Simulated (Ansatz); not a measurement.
Read the following structure.

```
Al
1.0
     2.21166    0.00000    0.00000
    -1.10583    1.91535    0.00000
     0.00000    0.00000    4.65390
Al
1
Direct
  0.00000 0.00000 0.00000
```

Q: Characterise the structure given above.

A: The element is aluminium. The symmetry is that of P6/mmm (No. 191), on a primitive hexagonal lattice. Its structure type: simple hexagonal. The cell holds one atom. Al is coordinated by six Al at 2.21 Å. The bonds build Al layers parallel to (001).

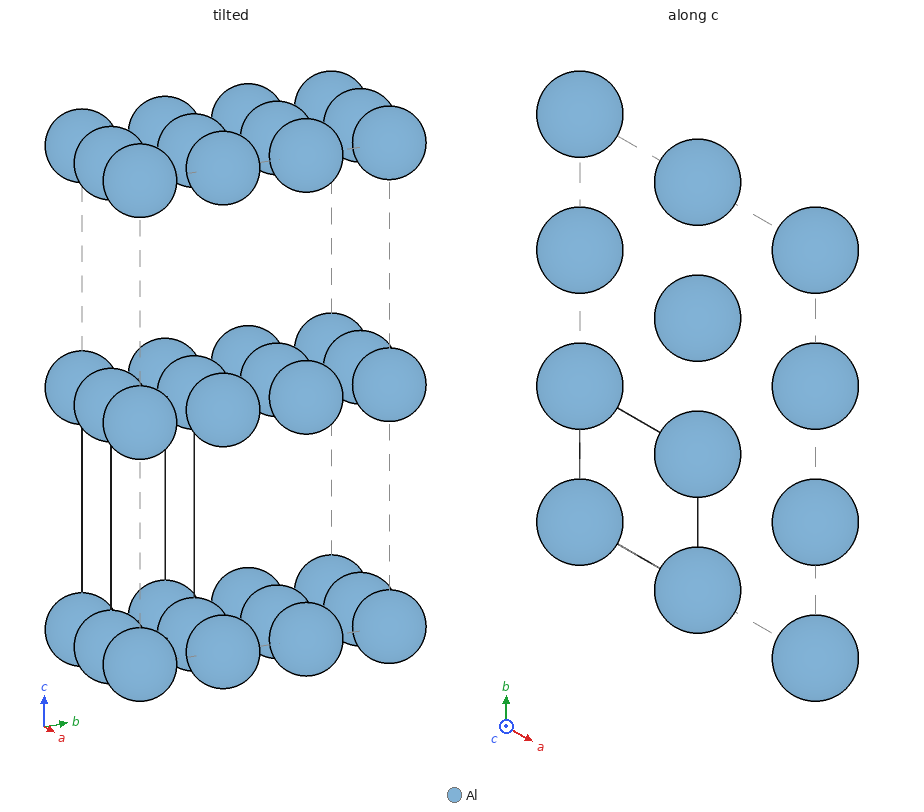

Structure drawing (spheres-only), viewed slightly off an axis and along the c axis. The picture spans 2×3×2 cells, one conventional unit cell being drawn with solid lines. Colours: aluminium light blue.

The structure was taken from a structure listed in the Materials Project, with elements exchanged, so it need not be a known form of the compound. The cell was then strained or its atoms displaced on purpose. It was the input of a calculation with Ansatz.

At this level of theory the cell isn't at rest (compressed, at 57 GPa), so its distances can differ from those at equilibrium, the more so the softer the solid.
